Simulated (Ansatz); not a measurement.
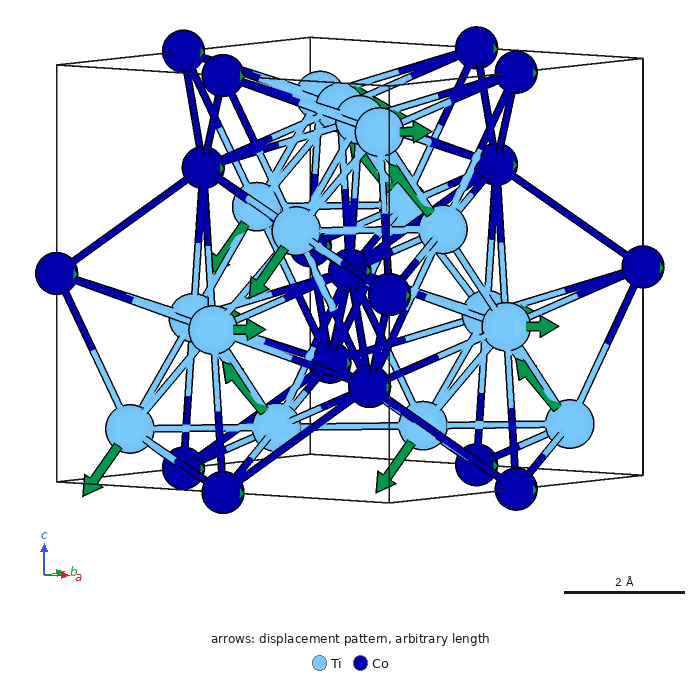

One vibrational mode of solid Ti$_{2}$Co at the zone centre. The green arrows are the displacements of the atoms (eigenvector over the root of the mass), of arbitrary overall length and sign. The picture is a ball-and-stick view of the conventional cell (4 times the calculation's cell), seen from a free direction. Lengths and directions refer to the drawn axes.

All numbers below come from DFT PBEsol, scalar-relativistic, plane waves, PAW (Ansatz 0.2.0).

The input:
```yaml
crystal:
  lattice:
    - [0.0, 3.489513075, 3.489513075]
    - [3.489513075, 0.0, 3.489513075]
    - [3.489513075, 3.489513075, 0.0]
  atoms:
    - { symbol: Ti, position: [0.125, 0.125, 0.125] }
    - { symbol: Ti, position: [0.625, 0.125, 0.125] }
    - { symbol: Ti, position: [0.125, 0.125, 0.625] }
    - { symbol: Ti, position: [0.125, 0.625, 0.125] }
    - { symbol: Co, position: [0.5, 0.5, 0.5], spin: 1.11 }
    - { symbol: Co, position: [0.75, 0.75, 0.75], spin: 1.11 }
basis:
  ecutwfc: 420
kpoints:
  mp_grid: { grid: [12, 12, 12] }
hamiltonian:
  xc: pbesol
scf:
  occupations: { method: gaussian, width: 0.15 }
output:
  eigenvalues: true
  populations: true
magnetization:
  spin_polarized: true
phonons:
  method: fd
  supercell: [1, 1, 1]
  amplitude: 0.02
  eigenvectors: true
  dielectric: false
```

Run as
```bash
ansatz run input.yaml --threads 2 --pin off --max-ram 5120MiB --backend cpu --events-out ev --progress --plain --runs-dir out
```

Q: Give the symmetry, activity and frequency of this mode.

A: This is the T₁u mode (triply degenerate; one member of the set is drawn) at 265 cm⁻¹, optical level 5 of 6, counted from below (2 lower levels are imaginary, so the structure is unstable), infrared-active by symmetry. The kinetic energy is shared as Ti 99 %, Co 1 %. The crystal is a metal, so free carriers screen the infrared response.
